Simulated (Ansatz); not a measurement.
```
CELL_PARAMETERS angstrom
0.00000 5.43000 5.43000
5.43000 0.00000 5.43000
5.43000 5.43000 0.00000
ATOMIC_POSITIONS crystal
Si 0.99865 0.00500 0.00178
Si 0.13213 0.12167 0.12426
Si 0.99898 0.00104 0.49812
Si 0.12245 0.13970 0.62074
Si 0.99853 0.49432 0.00131
Si 0.12045 0.62224 0.13446
Si 0.99692 0.50245 0.49640
Si 0.12164 0.61695 0.62027
Si 0.50272 0.99751 0.00226
Si 0.62494 0.12411 0.12407
Si 0.50306 0.00551 0.49765
Si 0.62527 0.12155 0.63167
Si 0.50278 0.49744 0.00188
Si 0.62478 0.62680 0.12394
Si 0.50243 0.49397 0.49767
Si 0.63519 0.62282 0.61930
Ti 0.24886 0.75117 0.74788
```

Computed without spin polarisation; PAW files of the earlier set (soft_1).

These are results of Ansatz, DFT PBE, scalar-relativistic, plane waves, PAW, not measurements.

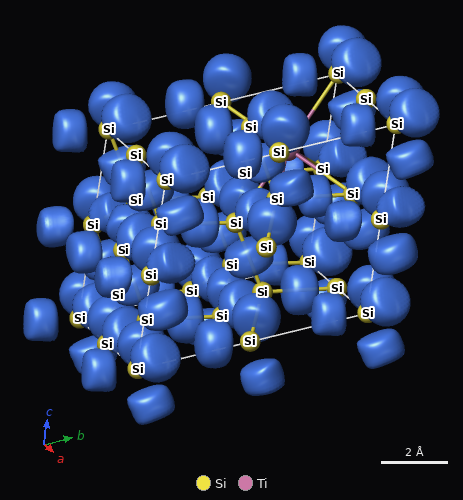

TiSi₁₆ (cell with a defect). Isosurface of the electron localisation function at 0.75 (blue), seen slightly off an axis. Only the valence region is drawn (cores and ρ < 0.01 e/Å³ removed). Sticks mark near contacts.

In a PAW calculation such maps are meaningful between the atoms, not at the nuclei.

Where are the electrons localised?

Answer. At this value the surface marks out 32 regions between bonded Si–Si atoms (shared pairs), counted in one cell of 17 atoms. Regions shared between cells count once. Profiles from the grid: Si–Si (2.27 Å): the ELF peaks at about 0.95 between the atoms. Ti–Si (2.42 Å): the ELF peaks at about 0.60 in the valence shell of Si, 0.9 Å from its nucleus, and is about 0.35 at the midpoint.
